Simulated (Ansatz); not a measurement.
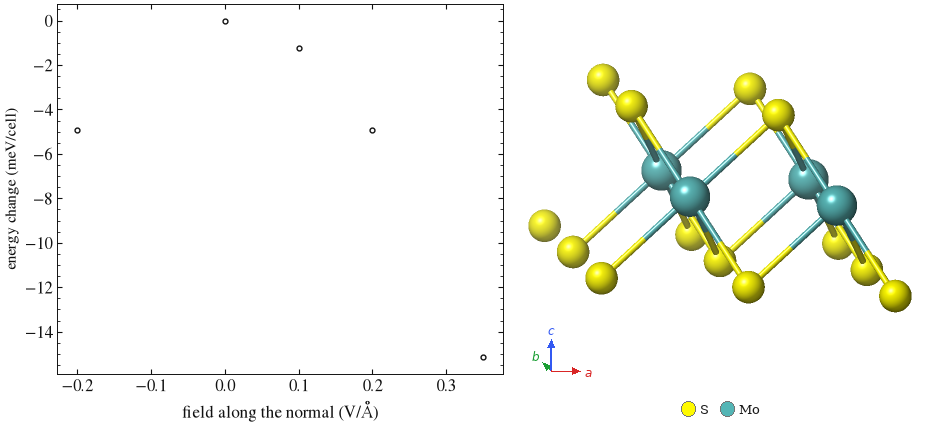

The plot gives the computed energy change against field along the normal for MoS₂ (a slab or sheet, periodic in two directions). The slab (repeated in the plane, vacuum cut away) is drawn beside the plot.

Starting cell:
```yaml
crystal:
  lattice:
    - [3.13568, 0.00000, 0.00000]
    - [-1.56784, 2.71558, 0.00000]
    - [0.00000, 0.00000, 32.41157]
  atoms:
    - { symbol: S, position: [0.00000, 0.00000, 0.45038] }
    - { symbol: Mo, position: [0.66667, 0.33333, 0.50000] }
    - { symbol: S, position: [0.33333, 0.66667, 0.54962] }
```

How it was computed, with Ansatz 0.2.0: a free-standing sheet in an external electric field along +c, atoms held, the sheet is isolated along c, plane waves with PAW datasets, Γ-centred k mesh. Level: PBE with D3(BJ), no spin polarisation.

| setting | value |
| --- | --- |
| wave cutoff | 420 eV |
| k mesh | 18×18×1 |
| occupations | Gaussian |
| smearing width | 0.1 eV |
| cell kind | slab |
| boundary | isolated |

**What polarisability and permanent dipole follow from the curve?**

A parabola through the points at small field, E = −pF − αF²/2, gives a polarisability α of 0.25 e·Å²/V per cell and a dipole p of 0.000 e·Å, zero within the fit.

**How does the energy change depend on the field?**

Among the computed points it is highest at 0.00 V/Å and falls on both sides, to −4.94 meV/cell at −0.20 V/Å and −15.14 meV/cell at 0.35 V/Å, as the field polarises the system.

Keep in mind: xc potential rough in thin density.
